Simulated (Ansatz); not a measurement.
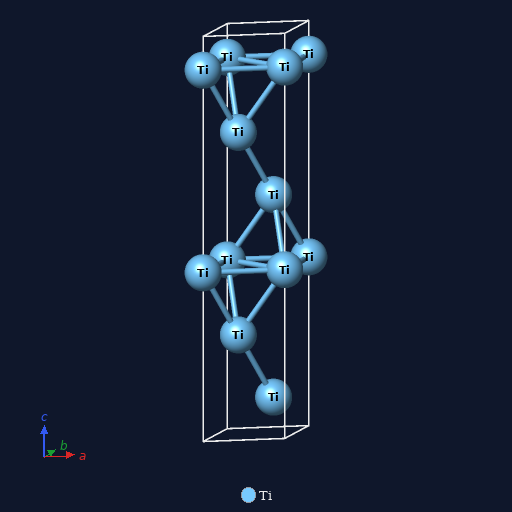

System: Ti, space group Fm-3m (No. 225). The picture shows the cell.

Structure:
```
CELL_PARAMETERS angstrom
2.03000 -2.03000 0.00000
2.03000 0.00000 -2.03000
8.12000 8.12000 8.12000
ATOMIC_POSITIONS crystal
Ti 0.66667 0.66667 0.08332
Ti 0.00000 0.00000 0.91665
Ti 0.33333 0.33333 0.24998
Ti 0.66667 0.66667 0.58332
Ti 0.00000 0.00000 0.41665
Ti 0.33333 0.33333 0.74998
```

Calculation (Ansatz 0.2.0): rigid slide of a crystal across a plane by tilting cell vector c, one fault a cell, unrelaxed, by plane-wave density functional theory with PAW datasets, free energies less that of the undisturbed cell; scalar-relativistic. Level: PBEsol, no spin polarisation.

- wave cutoff: 420 eV
- k mesh: 19×19×4
- occupations: Gaussian
- smearing width: 0.15 eV
- k shift: (0, 0, 0) (mesh steps)
- start: as given
- height of the cut: 0 (fraction of cell vector c)
- slip vector: (1, 1) (multiples of cell vectors a and b)

Predict the fault energy and shear traction against slip. The slip takes the values 0.0000, 0.0833, 0.1667, 0.2500, 0.3333, 0.4167, 0.5000, 0.5833, 0.6667, 0.7500, 0.8333, 0.9167.

The highest fault energy among the points, the barrier to rigid slip along this vector, is 747 mJ/m² at slip 0.333; a local minimum of −163 mJ/m² at slip 0.667 marks a metastable stacking fault. The shear traction goes from 0.00 GPa at slip 0.0000 to −1.94 GPa at 0.9167, not monotonically, with a high of 6.90 GPa at 0.2500 and a low of −8.59 GPa at 0.4167. The spacing at cut is 2.34 Å.

```csv
slip (fraction of the slip vector),fault energy (mJ/m²),shear traction (GPa)
0.0000,0.0,0.00
0.0833,87.3,3.94
0.1667,293.7,5.87
0.2500,570.8,6.90
0.3333,747.2,0.00
0.4167,540.1,-8.59
0.5000,191.0,-7.28
0.5833,-63.5,-4.74
0.6667,-163.4,0.00
0.7500,-82.2,3.41
0.8333,56.4,2.43
0.9167,62.6,-1.94
```

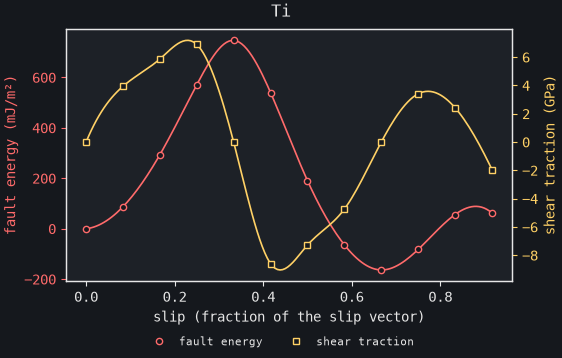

Limits of the calculation: reference crystal is not relaxed.
